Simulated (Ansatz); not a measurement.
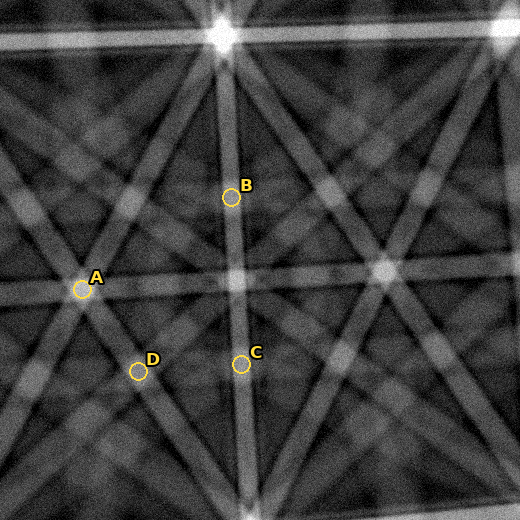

Simulated Kikuchi (electron backscatter) pattern at 20 kV: kinematic bands of width 2θ(Bragg) in gnomonic projection, seen from the camera side; the frame spans ±31° from its centre. Crystal: Cl, space group P6/mmm (No. 191), a = 3.85 Å, c = 2.32 Å (hexagonal axes). Structure: coordinates from a relaxation with Ansatz, DFT PBE, scalar-relativistic, plane waves, PAW; the starting structure was generated, so it need not be a known form of this composition.

Pole A is [21-1] and pole B is [310].

**Index the poles C and D.**

C is [320], 21.9° from A and 21.8° from B. D is [32-1], 12.2° from A and 25.1° from B.

**Which band joins A and D, and how wide is it?**

It comes from the planes common to both zones. The strongest order is 1 -1 1 with d = 1.902 Å, so the band is 2θ = 2.6° wide (λ = 0.0859 Å).
